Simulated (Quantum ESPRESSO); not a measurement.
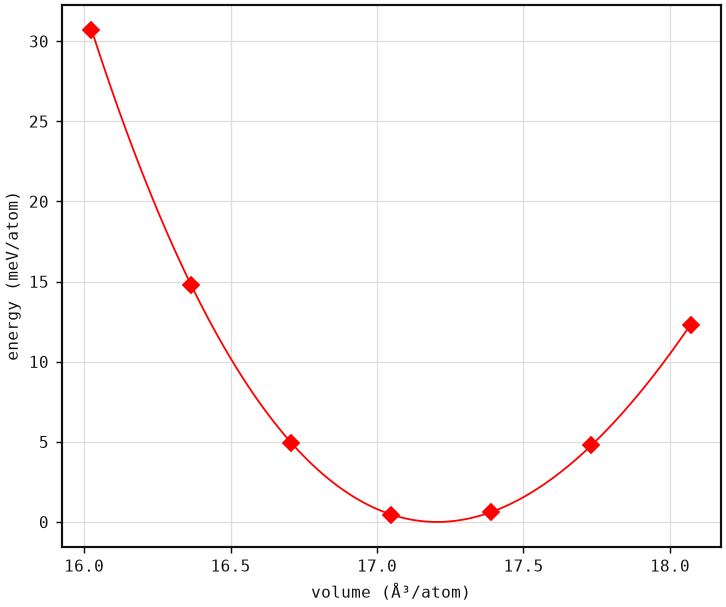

The figure shows the energy against volume.

Computed with Quantum ESPRESSO 7.5: plane-wave DFT, no spin polarisation; energies at scaled volumes of the given cell, shape and fractions fixed, counted from the fit's minimum, third-order Birch-Murnaghan fit. Level: rev-vdW-DF2.

Q: For which of these solids was it computed?
A. BN, F-43m (No. 216)
B. Ag, Fm-3m (No. 225)
C. PbS, Fm-3m (No. 225)

A: B, Ag: energy from 0.46 meV/atom to 30.72 meV/atom, V0 17.2 Å³/atom, B0 102 GPa. The others give: BN, energy from 0.05 meV/atom to 24.96 meV/atom, V0 5.943 Å³/atom, B0 373 GPa; PbS, energy from 0.00 meV/atom to 33.44 meV/atom, V0 26.63 Å³/atom, B0 55.9 GPa.

For Ag, limits of the calculation: potentials made for another functional.

For BN, limits of the calculation: potentials made for another functional.

For PbS, limits of the calculation: potentials made for another functional; spin-orbit coupling left out, heavy elements.
